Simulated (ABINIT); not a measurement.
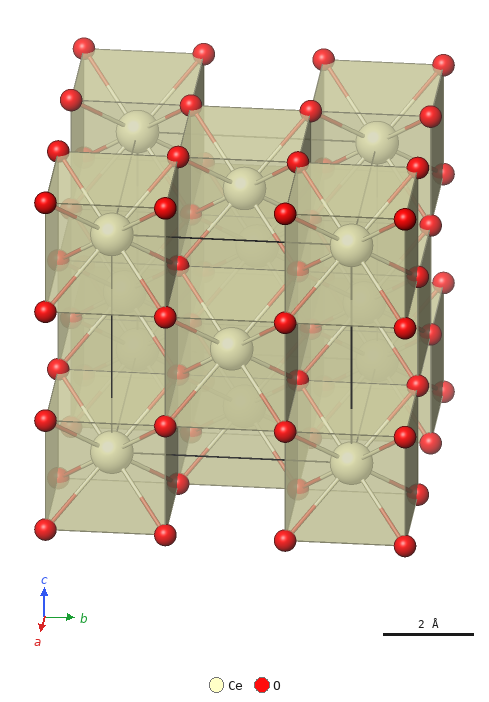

Figure 1. The structure (polyhedral view of the cell 4 times as large as that of the calculation, set on its symmetry axes, seen at an oblique angle; polyhedra are completed across the faces of the cell). An atom can appear more than once, as a periodic image.

## CeO$_{2}$: hubbard response calculation (part 1 of 4)

CeO$_{2}$ (Fm-3m, 3 atoms in the cell), computed with Kohn-Sham DFT of a periodic cell, LDA, DFT+U, JTH PAW LDA v2.0, spin-polarised (ABINIT 10.8.3).

The structure derives from an entry of the Crystallography Open Database.

## The input
```
ndtset 3

pp_dirpath "./"
pseudos "Ce.LDA_PW-JTH.xml, O.LDA_PW-JTH.xml"

acell 3.8117302531 3.8117302531 3.8117302531 Angstrom
rprim
     0.0000000000     0.7071067812     0.7071067812
     0.7071067812     0.0000000000     0.7071067812
     0.7071067812     0.7071067812     0.0000000000
ntypat 2
znucl 58 8
natom 3
typat 1 2 2
chkprim 0
chksymtnons 0
tolsym 1.0e-6
xred
            0.0            0.0            0.0
            3/4            3/4            3/4
            1/4            1/4            1/4

ecut 625.861884 eV
pawecutdg 45.0
ecutsm 0.5

kptopt 2
ngkpt 4 4 4
nshiftk 1
shiftk 0.0 0.0 0.0

ixc 7

nband 20
occopt 3
tsmear 0.05 eV

nsppol 2
spinat
     0.0000000000     0.0000000000     1.0000000000
     0.0000000000     0.0000000000     0.0000000000
     0.0000000000     0.0000000000     0.0000000000
nsym 1

usepawu 1
lpawu 3 -1
upawu 0.0 0.0 eV
jpawu 0.0 0.0 eV
dmatpuopt 3

nstep 120
tolvrs 1.0e-9

prteig 0
prtebands 0
prtden 0
prtwf 0

irdwfk 1
macro_uj 1
pawujat 1
pawujv1 -0.1 eV
pawujv2 0.05 eV
pawujv3 0.1 eV
```

## File gs.abi
```
pp_dirpath "./"
pseudos "Ce.LDA_PW-JTH.xml, O.LDA_PW-JTH.xml"

acell 3.8117302531 3.8117302531 3.8117302531 Angstrom
rprim
     0.0000000000     0.7071067812     0.7071067812
     0.7071067812     0.0000000000     0.7071067812
     0.7071067812     0.7071067812     0.0000000000
ntypat 2
znucl 58 8
natom 3
typat 1 2 2
chkprim 0
chksymtnons 0
tolsym 1.0e-6
xred
            0.0            0.0            0.0
            3/4            3/4            3/4
            1/4            1/4            1/4

ecut 625.861884 eV
pawecutdg 45.0
ecutsm 0.5

kptopt 2
ngkpt 4 4 4
nshiftk 1
shiftk 0.0 0.0 0.0

ixc 7

nband 20
occopt 3
tsmear 0.05 eV

nsppol 2
spinat
     0.0000000000     0.0000000000     1.0000000000
     0.0000000000     0.0000000000     0.0000000000
     0.0000000000     0.0000000000     0.0000000000
nsym 1

usepawu 1
lpawu 3 -1
upawu 0.0 0.0 eV
jpawu 0.0 0.0 eV
dmatpuopt 3

nstep 120
tolvrs 1.0e-9

prteig 0
prtebands 0
prtden 0
```

Launched with:
```bash
abinit gs.abi > log 2>&1
ln -s gso_WFK runi_DS1_WFK
ln -s gso_WFK runi_DS2_WFK
ln -s gso_WFK runi_DS3_WFK
abinit run.abi > log 2>&1
lruj runo_DS1_LRUJ.nc runo_DS2_LRUJ.nc runo_DS3_LRUJ.nc > lruj.log 2>&1
```

## Log
```
.Version 10.8.3 of ABINIT
 DATASET    1 : space group P1 (#  1); Bravais aP (primitive triclinic)
================================================================================
 Values of the parameters that define the memory need for DATASET  1.
     intxc =       0    ionmov =       0      iscf =      17    lmnmax =      32
     lnmax =       8     mgfft =      32  mpssoang =       4    mqgrid =    3001
     natom =       3  nloc_mem =       2    nspden =       2   nspinor =       1
    nsppol =       2      nsym =       1    n1xccc =       1    ntypat =       2
    occopt =       3   xclevel =       1
       mpw =        1400          nfft =       32768          nkpt =          36
 PAW method is used; the additional fine FFT grid is defined by:
   mgfftf=        45    nfftf =     91125
================================================================================
================================================================================

 DATASET    2 : space group P1 (#  1); Bravais aP (primitive triclinic)
================================================================================
 Values of the parameters that define the memory need for DATASET  2.
     intxc =       0    ionmov =       0      iscf =      17    lmnmax =      32
     lnmax =       8     mgfft =      32  mpssoang =       4    mqgrid =    3001
     natom =       3  nloc_mem =       2    nspden =       2   nspinor =       1
    nsppol =       2      nsym =       1    n1xccc =       1    ntypat =       2
    occopt =       3   xclevel =       1
       mpw =        1400          nfft =       32768          nkpt =          36
 PAW method is used; the additional fine FFT grid is defined by:
   mgfftf=        45    nfftf =     91125
================================================================================
================================================================================

 DATASET    3 : space group P1 (#  1); Bravais aP (primitive triclinic)
================================================================================
 Values of the parameters that define the memory need for DATASET  3.
     intxc =       0    ionmov =       0      iscf =      17    lmnmax =      32
     lnmax =       8     mgfft =      32  mpssoang =       4    mqgrid =    3001
     natom =       3  nloc_mem =       2    nspden =       2   nspinor =       1
    nsppol =       2      nsym =       1    n1xccc =       1    ntypat =       2
    occopt =       3   xclevel =       1
       mpw =        1400          nfft =       32768          nkpt =          36
 PAW method is used; the additional fine FFT grid is defined by:
   mgfftf=        45    nfftf =     91125
================================================================================
================================================================================

--------------------------------------------------------------------------------
------------- Echo of variables that govern the present computation ------------
--------------------------------------------------------------------------------
 -outvars: echo values of preprocessed input variables --------
            acell      7.2031262442E+00  7.2031262442E+00  7.2031262442E+00 Bohr
              amu      1.40115000E+02  1.59994000E+01
         atvshift1      -0.00367   -0.00367   -0.00367   -0.00367   -0.00367
                        -0.00367   -0.00367   -0.00367   -0.00367   -0.00367
                        -0.00367   -0.00367   -0.00367   -0.00367    0.00000
                         0.00000    0.00000    0.00000    0.00000    0.00000
                         0.00000    0.00000    0.00000    0.00000    0.00000
                         0.00000    0.00000    0.00000    0.00000    0.00000
                         0.00000    0.00000    0.00000    0.00000    0.00000
                         0.00000    0.00000    0.00000    0.00000    0.00000
                         0.00000    0.00000
         atvshift2       0.00184    0.00184    0.00184    0.00184    0.00184
                         0.00184    0.00184    0.00184    0.00184    0.00184
                         0.00184    0.00184    0.00184    0.00184    0.00000
                         0.00000    0.00000    0.00000    0.00000    0.00000
                         0.00000    0.00000    0.00000    0.00000    0.00000
                         0.00000    0.00000    0.00000    0.00000    0.00000
                         0.00000    0.00000    0.00000    0.00000    0.00000
                         0.00000    0.00000    0.00000    0.00000    0.00000
                         0.00000    0.00000
         atvshift3       0.00367    0.00367    0.00367    0.00367    0.00367
                         0.00367    0.00367    0.00367    0.00367    0.00367
                         0.00367    0.00367    0.00367    0.00367    0.00000
                         0.00000    0.00000    0.00000    0.00000    0.00000
                         0.00000    0.00000    0.00000    0.00000    0.00000
                         0.00000    0.00000    0.00000    0.00000    0.00000
                         0.00000    0.00000    0.00000    0.00000    0.00000
                         0.00000    0.00000    0.00000    0.00000    0.00000
                         0.00000    0.00000
          chkprim           0
      chksymtnons           0
           diemix      4.50000000E-01
        dmatpuopt           3
             ecut      2.30000000E+01 Hartree
           ecutsm      5.00000000E-01 Hartree
           irdwfk           1
              ixc           7
           jdtset        1    2    3
           kptopt           2
         kptrlatt        4    0    0      0    4    0      0    0    4
          kptrlen      2.88125050E+01
            lpawu           3      -1
         macro_uj        1
            natom           3
            nband          20
        natvshift        7
           ndtset           3
            ngfft          32      32      32
          ngfftdg          45      45      45
             nkpt          36
           nspden           2
           nsppol           2
            nstep         120
             nsym           1
           ntypat           2
           occopt           3
        pawecutdg      4.50000000E+01 Hartree
           pawujv1    -3.6749322176E-03 Hartree
           pawujv2     1.8374661088E-03 Hartree
           pawujv3     3.6749322176E-03 Hartree
           prtden           0
        prtebands           0
           prteig           0
            prtwf           0
            rprim      0.0000000000E+00  7.0710678120E-01  7.0710678120E-01
                       7.0710678120E-01  0.0000000000E+00  7.0710678120E-01
                       7.0710678120E-01  7.0710678120E-01  0.0000000000E+00
          spgroup           1
           spinat      0.0000000000E+00  0.0000000000E+00  1.0000000000E+00
                       0.0000000000E+00  0.0000000000E+00  0.0000000000E+00
                       0.0000000000E+00  0.0000000000E+00  0.0000000000E+00
           tolsym      1.00000000E-06
           tolvrs      1.00000000E-09
           tsmear      1.83746611E-03 Hartree
            typat      1  2  2
          usepawu           1
           useylm           1
           xangst      0.0000000000E+00  0.0000000000E+00  0.0000000000E+00
                       4.0429504651E+00  4.0429504651E+00  4.0429504651E+00
                       1.3476501550E+00  1.3476501550E+00  1.3476501550E+00
            xcart      0.0000000000E+00  0.0000000000E+00  0.0000000000E+00
                       7.6400691197E+00  7.6400691197E+00  7.6400691197E+00
                       2.5466897066E+00  2.5466897066E+00  2.5466897066E+00
             xred      0.0000000000E+00  0.0000000000E+00  0.0000000000E+00
                       7.5000000000E-01  7.5000000000E-01  7.5000000000E-01
                       2.5000000000E-01  2.5000000000E-01  2.5000000000E-01
            znucl       58.00000    8.00000

================================================================================

 chkinp: Checking input parameters for consistency, jdtset=   1.

 chkinp: Checking input parameters for consistency, jdtset=   2.

 chkinp: Checking input parameters for consistency, jdtset=   3.

================================================================================
== DATASET  1 ==================================================================

--- !DatasetInfo
iteration_state: {dtset: 1, }
dimensions: {natom: 3, nkpt: 36, mband: 20, nsppol: 2, nspinor: 1, nspden: 2, mpw: 1400, }
cutoff_energies: {ecut:  23.0, pawecutdg:  45.0, }
electrons: {nelect:   2.40000000E+01, charge:   0.00000000E+00, occopt:   3.00000000E+00, tsmear:   1.83746611E-03, }
meta: {optdriver: 0, ionmov: 0, optcell: 0, iscf: 17, paral_kgb: 0, }
...

 Exchange-correlation functional for the present dataset will be:
  LDA: Perdew-Wang 92 LSD fit to Ceperley-Alder data - ixc=7
  J.P.Perdew and Y.Wang, PRB 45, 13244 (1992)

 Real(R)+Recip(G) space primitive vectors, cartesian coordinates (Bohr,Bohr^-1):
 R(1)=  0.0000000  5.0933794  5.0933794  G(1)= -0.0981667  0.0981667  0.0981667
 R(2)=  5.0933794  0.0000000  5.0933794  G(2)=  0.0981667 -0.0981667  0.0981667
 R(3)=  5.0933794  5.0933794  0.0000000  G(3)=  0.0981667  0.0981667 -0.0981667
 Unit cell volume ucvol=  2.6427013E+02 bohr^3
 Angles (23,13,12)=  6.00000000E+01  6.00000000E+01  6.00000000E+01 degrees

 Coarse grid specifications (used for wave-functions):

 getcut: wavevector=  0.0000  0.0000  0.0000  ngfft=  32  32  32
         ecut(hartree)=     23.000   => boxcut(ratio)=   2.05778

 Fine grid specifications (used for densities):

 getcut: wavevector=  0.0000  0.0000  0.0000  ngfft=  45  45  45
         ecut(hartree)=     45.000   => boxcut(ratio)=   2.02283

--- Pseudopotential description ------------------------------------------------
- pspini: atom type   1  psp file is ./Ce.LDA_PW-JTH.xml
 Pseudopotential format is: paw10
 basis_size (lnmax)=  8 (lmn_size= 32), orbitals=   0   0   1   1   2   2   3   3
 Spheres core radius: rc_sph= 2.50512432
 Shapefunction is SIN type: shapef(r)=[sin(pi*r/rshp)/(pi*r/rshp)]**2
 Radius for shape functions =  2.20460234
 Compensation charge density is not taken into account in XC energy/potential

- pspini: atom type   2  psp file is ./O.LDA_PW-JTH.xml
 Pseudopotential format is: paw10
 basis_size (lnmax)=  4 (lmn_size=  8), orbitals=   0   0   1   1
 Spheres core radius: rc_sph= 1.41465230
 Shapefunction is SIN type: shapef(r)=[sin(pi*r/rshp)/(pi*r/rshp)]**2
 Radius for shape functions =  1.20231231
 Compensation charge density is not taken into account in XC energy/potential

   8.73239061E+02                                ecore*ucvol(ha*bohr**3)
--------------------------------------------------------------------------------

-inwffil : will read wavefunctions from disk file runi_DS1_WFK

 ******************************************
 DFT+U Method used: FLL
 ******************************************

================================================================================

--- !BeginCycle
iteration_state: {dtset: 1, }
solver: {iscf: 17, nstep: 120, nline: 4, wfoptalg: 10, }
tolerances: {tolvrs: 1.00E-09, }
...

     iter   Etot(hartree)      deltaE(h)  residm     nres2   difmagsph maxmagsph
 ETOT  1  -72.018465972250    -7.202E+01 1.537E-06 4.337E-02 1.586E-07 1.586E-07
 ETOT  2  -72.018550303079    -8.433E-05 5.903E-06 1.402E-01 1.844E-07 3.430E-07
 ETOT  3  -72.018405326084     1.450E-04 5.117E-04 1.064E-02 3.333E-07 4.536E-07
 ETOT  4  -72.018427407323    -2.208E-05 6.220E-06 1.625E-02 2.859E-07 1.677E-07
 ETOT  5  -72.018421298140     6.109E-06 4.734E-05 8.955E-03 6.457E-06 6.289E-06
 ETOT  6  -72.018423066320    -1.768E-06 6.198E-06 8.746E-03 4.969E-06 1.320E-06
 ETOT  7  -72.018428731884    -5.666E-06 3.337E-06 1.392E-02 1.183E-06 4.484E-07
 ETOT  8  -72.018417865747     1.087E-05 2.168E-06 4.347E-03 7.258E-06 6.810E-06
 ETOT  9  -72.018415126633     2.739E-06 2.608E-06 1.778E-04 1.566E-05 9.225E-06
 ETOT 10  -72.018415895633    -7.690E-07 3.254E-07 6.281E-04 9.131E-06 2.264E-06
 ETOT 11  -72.018415383707     5.119E-07 3.734E-07 2.393E-04 3.694E-06 1.748E-06
 ETOT 12  -72.018415326382     5.733E-08 2.368E-08 1.435E-04 3.033E-06 1.604E-06
 ETOT 13  -72.018415170513     1.559E-07 2.402E-08 1.321E-05 2.583E-06 3.577E-06
 ETOT 14  -72.018415215543    -4.503E-08 1.318E-08 4.854E-05 7.422E-07 2.841E-06
 ETOT 15  -72.018415182451     3.309E-08 2.984E-09 2.181E-05 1.336E-06 3.731E-06
 ETOT 16  -72.018415179107     3.344E-09 1.481E-09 1.758E-05 6.322E-07 3.663E-06
 ETOT 17  -72.018415181638    -2.532E-09 1.819E-10 1.930E-05 2.196E-07 3.750E-06
 ETOT 18  -72.018415160850     2.079E-08 5.101E-09 1.478E-06 1.126E-06 2.647E-06
 ETOT 19  -72.018415162591    -1.741E-09 3.137E-09 1.618E-06 1.298E-06 1.349E-06
 ETOT 20  -72.018415161322     1.269E-09 1.798E-09 3.939E-07 3.440E-07 1.005E-06
 ETOT 21  -72.018415161894    -5.719E-10 1.636E-10 7.596E-07 4.638E-07 5.411E-07
 ETOT 22  -72.018415161773     1.210E-10 4.983E-10 7.016E-07 8.580E-08 6.269E-07
 ETOT 23  -72.018415161879    -1.061E-10 2.544E-10 8.085E-07 2.108E-07 8.376E-07
 ETOT 24  -72.018415161204     6.747E-10 4.225E-10 2.507E-07 4.360E-07 4.016E-07
 ETOT 25  -72.018415161337    -1.329E-10 3.787E-10 2.339E-07 2.701E-07 2.730E-07
 ETOT 26  -72.018415161081     2.565E-10 1.754E-10 3.510E-09 1.176E-07 3.308E-07
 ETOT 27  -72.018415161118    -3.682E-11 4.808E-11 1.630E-09 3.287E-08 2.979E-07
 ETOT 28  -72.018415161117     8.242E-13 2.470E-11 9.931E-10 1.745E-07 1.235E-07

 At SCF step   28       nres2   =  9.93E-10 < tolvrs=  1.00E-09 =>converged.

 Cartesian components of stress tensor (hartree/bohr^3)
  sigma(1 1)= -3.66149346E-08  sigma(3 2)=  1.23743607E-10
  sigma(2 2)= -3.67085928E-08  sigma(3 1)=  6.48500167E-11
  sigma(3 3)= -3.68291772E-08  sigma(2 1)= -1.77910752E-09

--- !ResultsGS
iteration_state: {dtset: 1, }
comment   : Summary of ground state results
lattice_vectors:
- [  0.0000000,   5.0933794,   5.0933794, ]
- [  5.0933794,   0.0000000,   5.0933794, ]
- [  5.0933794,   5.0933794,   0.0000000, ]
lattice_lengths: [   7.20313,    7.20313,    7.20313, ]
lattice_angles: [ 60.000,  60.000,  60.000, ] # degrees, (23, 13, 12)
lattice_volume:   2.6427013E+02
convergence: {deltae:  8.242E-13, res2:  9.931E-10, residm:  2.470E-11, diffor: null, }
etotal    :  -7.20184152E+01
entropy   :   0.00000000E+00
fermie    :   2.88603777E-01
cartesian_stress_tensor: # hartree/bohr^3
- [ -3.66149346E-08,  -1.77910752E-09,   6.48500167E-11, ]
- [ -1.77910752E-09,  -3.67085928E-08,   1.23743607E-10, ]
- [  6.48500167E-11,   1.23743607E-10,  -3.68291772E-08, ]
pressure_GPa:   1.0803E-03
xred      :
- [  0.0000E+00,   0.0000E+00,   0.0000E+00, Ce]
- [  7.5000E-01,   7.5000E-01,   7.5000E-01,  O]
- [  2.5000E-01,   2.5000E-01,   2.5000E-01,  O]
cartesian_forces: # hartree/bohr
- [ -3.34191686E-09,   5.15863772E-09,   1.99875567E-08, ]
- [ -8.45110217E-09,   1.36772007E-08,  -6.85687712E-08, ]
- [  1.17930190E-08,  -1.88358384E-08,   4.85812146E-08, ]
force_length_stats: {min:   2.09112977E-08, max:   7.04284270E-08, mean:   4.82541841E-08, }
...

 Integrated electronic and magnetization densities in atomic spheres:
```
